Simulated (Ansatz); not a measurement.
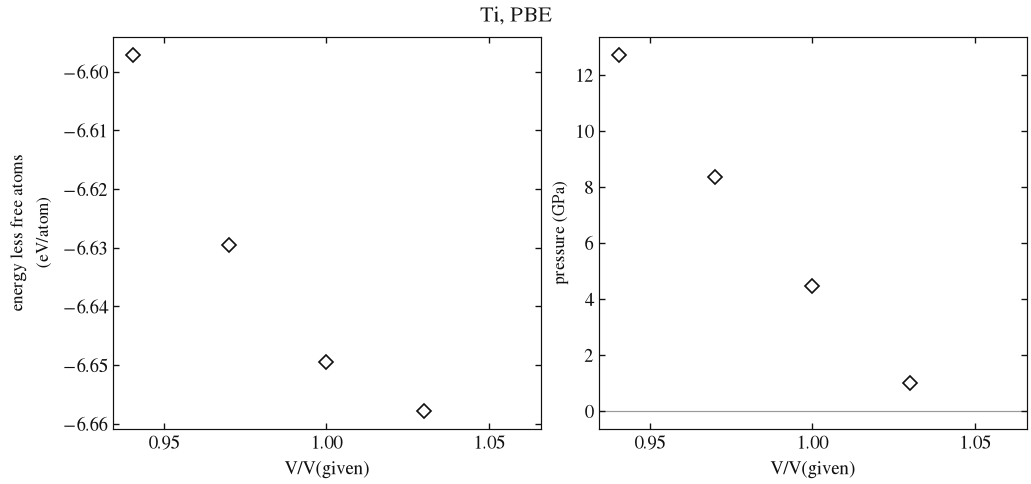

The figure shows the energy less free atoms and pressure against V/V(given) for Ti, space group Fm-3m (No. 225).

Cell as given: a = 2.871 Å, b = 2.871 Å, c = 2.871 Å, α = 60.00°, β = 60.00°, γ = 60.00°; 1 atom.

How it was computed, with Ansatz 0.2.0: periodic Kohn-Sham DFT of a crystal at fixed atoms, scaled to the stated factor times the given cell; pressure positive in compression, energy less spherical unpolarised free atoms. Level: PBE.

- method: all-electron LAPW
- relativity: scalar
- k mesh: 14×14×14
- occupations: Fermi–Dirac
- smearing width: 0.05 eV
- basis error target: 0.25 (meV/atom)
- nucleus: Gaussian

V(given) is 16.73 Å³/atom.

The point at V/V(given) 1.060 is left out of the plot. What does the calculation give there?

| V/V(given) | energy less free atoms (eV/atom) | pressure (GPa) |
| --- | --- | --- |
| 1.060 | −6.6561 | −2.0 |
